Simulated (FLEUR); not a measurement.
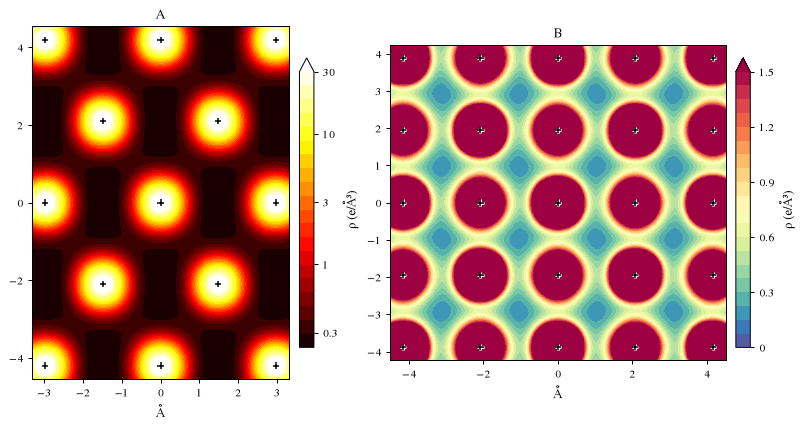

The total electron density of 2 systems, each on a plane through atoms (crosses mark nuclei in the plane).

These are results of FLEUR MaX-R8.1 (patched build s14), Kohn-Sham DFT of a periodic cell, PBE, all-electron, not measurements.

System 1: CuO, the (010) plane of the conventional cell. Space group P4/mmm; a structure from a database of computed crystals, not necessarily the ambient phase.

```
Cu O
1.0
     4.16094    0.00000    0.00000
     0.00000    4.16094    0.00000
     0.00000    0.00000    3.88764
Cu O
3 3
Direct
  0.50000 0.00000 0.50000
  0.00000 0.50000 0.50000
  0.00000 0.00000 0.00000
  0.00000 0.00000 0.50000
  0.50000 0.00000 0.00000
  0.00000 0.50000 0.00000
```

System 2: Cr, the (011̄) plane of the conventional cell. Space group Im-3m; a structure from a database of computed crystals, not necessarily the ambient phase; spin-polarised.

```yaml
crystal:
  lattice:
    - [2.96890, 0.00000, 0.00000]
    - [0.00000, 2.96890, 0.00000]
    - [0.00000, 0.00000, 2.96890]
  atoms:
    - { symbol: Cr, position: [0.00000, 0.00000, 0.00000] }
    - { symbol: Cr, position: [0.50000, 0.50000, 0.50000] }
```

### Match each panel to its system.

Panel A is system 2, Cr: the plane holds Cr. Cr–Cr (2.57 Å): ρ is about 0.32 e/Å³ halfway. Panel B is system 1, CuO: the plane holds Cu and O. Cu–O (1.94 Å): the density is about 0.64 e/Å³ at the midpoint.
